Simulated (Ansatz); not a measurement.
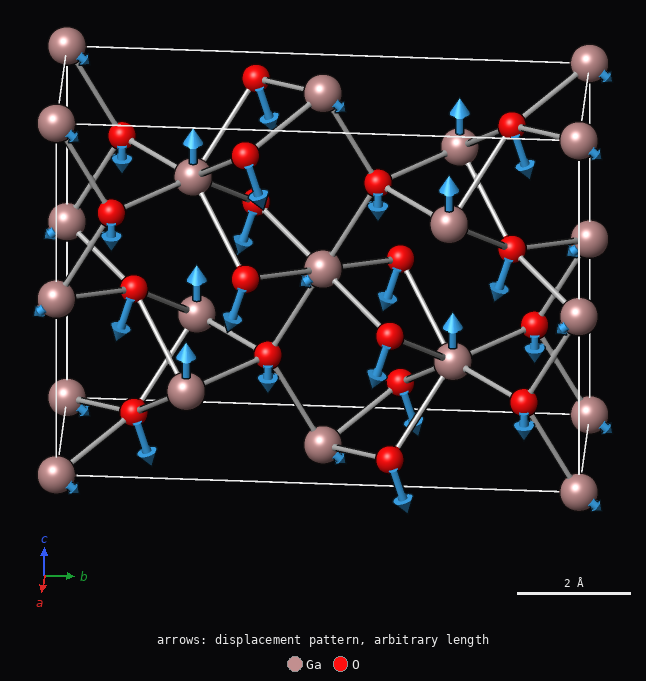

The lowest optical mode of crystalline Ga$_{2}$O$_{3}$, space group Cmcm (No. 63), at the zone centre. The blue arrows are the displacements of the atoms (eigenvector over the root of the mass), of arbitrary overall length and sign. A ball-and-stick model of the conventional cell (2 times the calculation's cell), seen from a free direction. Lengths and directions refer to the drawn axes.

All numbers below come from DFT PBEsol, scalar-relativistic, plane waves, PAW in Ansatz 0.2.0.

Input file:
```yaml
crystal:
  lattice:
    - [1.3944687154, -4.6375080189, 0.0]
    - [1.3944687154, 4.6375080189, 0.0]
    - [0.0, 0.0, 7.1491151727]
  atoms:
    - { symbol: Ga, position: [0.2483924239, 0.7516075761, 0.75] }
    - { symbol: Ga, position: [0.7516075761, 0.2483924239, 0.25] }
    - { symbol: Ga, position: [0.0, 0.0, 0.0] }
    - { symbol: Ga, position: [0.0, 0.0, 0.5] }
    - { symbol: O, position: [0.3618315686, 0.6381684314, 0.4258156666] }
    - { symbol: O, position: [0.6381684314, 0.3618315686, 0.5741843334] }
    - { symbol: O, position: [0.6381684314, 0.3618315686, 0.9258156666] }
    - { symbol: O, position: [0.3618315686, 0.6381684314, 0.0741843334] }
    - { symbol: O, position: [0.1052953558, 0.8947046442, 0.25] }
    - { symbol: O, position: [0.8947046442, 0.1052953558, 0.75] }
basis:
  ecutwfc: 420
kpoints:
  mp_grid: { grid: [10, 10, 4] }
hamiltonian:
  xc: pbesol
scf:
  occupations: { method: gaussian, width: 0.05 }
output:
  eigenvalues: true
phonons:
  method: fd
  supercell: [1, 1, 1]
  amplitude: 0.02
  eigenvectors: true
  dielectric: false
```

Command:
```bash
ansatz run input.yaml --threads 2 --pin off --max-ram 5120MiB --backend cpu --events-out ev --progress --plain --runs-dir out
```

Frequencies are those without the non-analytic (LO–TO) term.

Is the structure stable against all modes at this point?

Answer. No. This is the B₁u mode at 52i cm⁻¹, the lowest optical level, infrared-active by symmetry. The kinetic energy is shared as Ga 56 %, O 44 %. The frequency is imaginary, so the structure is unstable against this distortion. Freezing in the drawn pattern lowers the space group from Cmcm to Cmc2₁ (No. 36). In all, 2 levels are unstable: B₁u 52i cm⁻¹, A_u 50i cm⁻¹.
